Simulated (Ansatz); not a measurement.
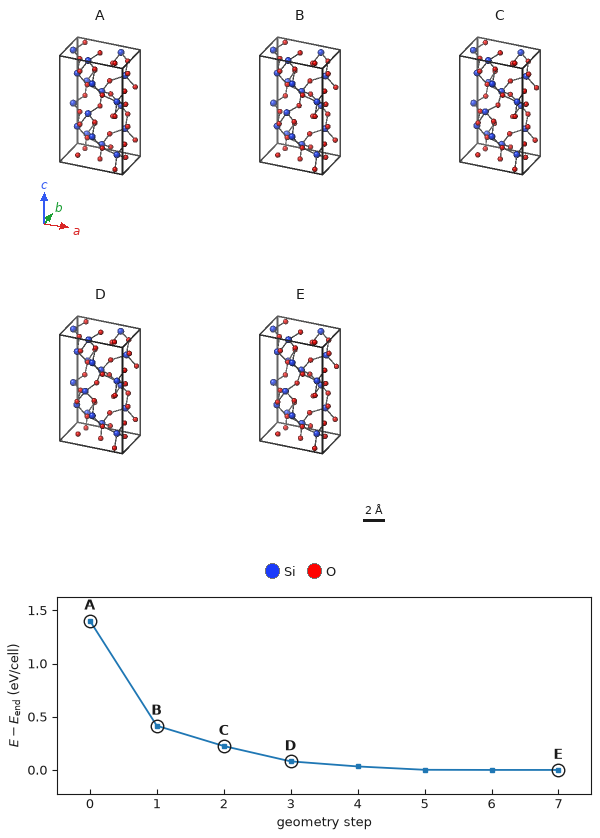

Frames of a relaxation of a defect cell of composition Si18O35, marked on the history of the run. The picture is a ball-and-stick view of the cell of the calculation (origin shifted), seen slightly off an axis.

Level of theory: DFT, PBE, plane-wave PAW, default files, scalar-relativistic, frozen cores in Ansatz 0.2.0. (plane-wave cutoff 420 eV; k-point mesh 3 × 3 × 2; occupations fermi dirac; smearing width 0.01 eV; no spin polarisation; potentials kind: paw, frozen_core: stored; atoms relaxed in a fixed cell; force threshold 0.02 eV/Å; at most 50 steps)

Question: What happens along the run?

Answer: The largest move is that of an O atom, 0.38 Å roughly along [−2 −2 1]. By element the largest moves are O 0.38 Å, Si 0.36 Å. The cell stays as it was. Some distances before and after: Si–Si 2.992 → 2.402 Å, O–Si 1.603 → 1.645 Å, O–Si 1.603 → 1.622 Å. New bonds form: Si–Si (2.99 → 2.40 Å). Among the angles between lasting bonds that change: Si–O–Si 137.0° → 149.5°, O–Si–O 109.8° → 104.1°, O–Si–O 107.6° → 113.2°. The energy falls by 1.403 eV per cell of the calculation in 7 geometry steps. The largest force component goes from 2.9 to 0.0024 eV/Å. The run took 3.4 min on 4 threads of Intel(R) Xeon(R) Platinum 8375C CPU @ 2.90GHz (Ice Lake) (shared host), peak memory 3.2 GiB. From step 0 to 1: a Si atom moves most (0.20 Å), energy −0.988 eV per cell of the calculation. From step 1 to 2: a Si atom moves most (0.20 Å), energy −0.191 eV per cell of the calculation. From step 2 to 3: an O atom moves most (0.20 Å), energy −0.144 eV per cell of the calculation. From step 3 to 7: an O atom moves most (0.08 Å), energy −80.6 meV per cell of the calculation.

```
step  E − E(0), meV/atom  largest force component, eV/Å
   0                0.00                         2.8795
   1              -18.64                         1.3864
   2              -22.23                         1.6462
   3              -24.96                         0.7772
   4              -25.85                         0.7948
   5              -26.45                         0.0854
   6              -26.47                         0.0277
   7              -26.48                         0.0024
```

Limits of the set-up: the periodic images lie only 8.3 Å apart, so the values are limited by the cell's size.
